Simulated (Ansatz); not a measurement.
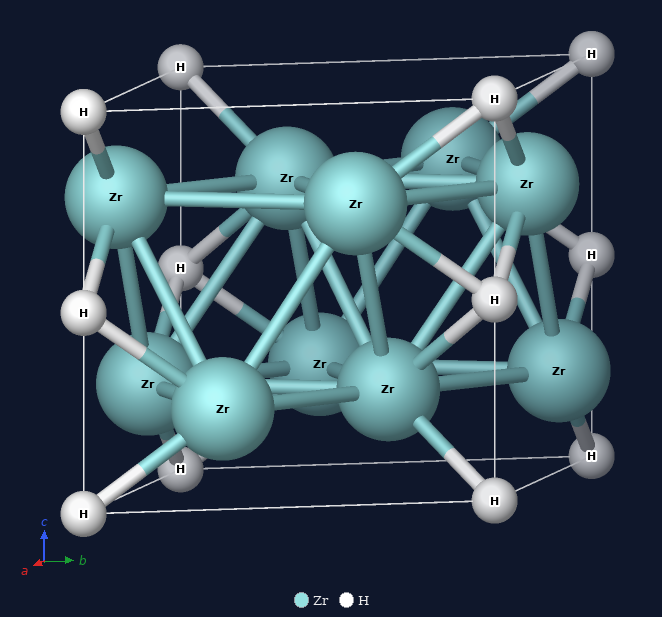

The image is a ball-and-stick drawing of a crystal, viewed slightly off an axis. One conventional unit cell is framed, with atoms on its boundary repeated. Cell: a = 5.60 Å, b = 5.60 Å, c = 5.27 Å, α = 90.00°, β = 90.00°, γ = 120.00°.

The cell started as a structure type filled with these elements by a generator (whether the compound takes this form wasn't checked). Earlier steps of the study, as a rule a relaxation of our own, may have changed the cell and positions, so they can lie some per cent off the listed ones. It was run through Ansatz as a DFT input.

Q: Notes on the structure:

A: The material is Zr$_{3}$H. The symmetry is that of P6_3/mcm (No. 193), on a primitive hexagonal lattice. Cell content: 6 Zr, 2 H, that is 2 formula units. Coordination numbers (contacts within bonding distance): Zr 14 and H 6.

Computational set-up: Ansatz, DFT PBE, scalar-relativistic, plane waves, PAW, a basis cut at 420 eV, k-mesh 12×12×8, Gaussian smearing of 0.1 eV, no spin polarisation.

Q: Classify it as metallic or gapped, with the value.

A: A metal: bands cross the Fermi level.

Q: What does a Bader analysis give?

A: Zr +0.23 e; H -0.69 e.

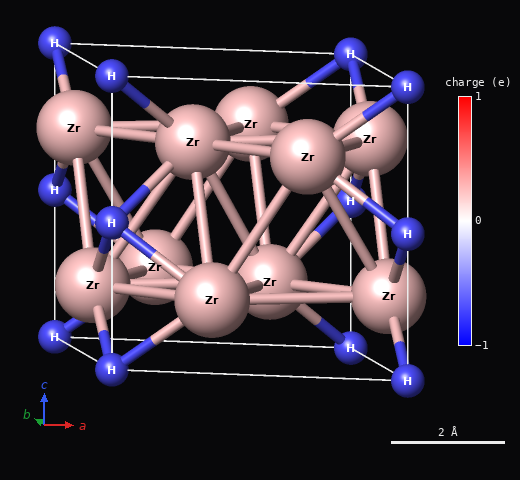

The atoms coloured by those charges. The run's cell of 8 atoms is drawn.

Q: Can this geometry be taken as optimised?

A: Yes. All forces vanish to within 0.01 eV/Å. The pressure is 0.0 GPa, close to zero.
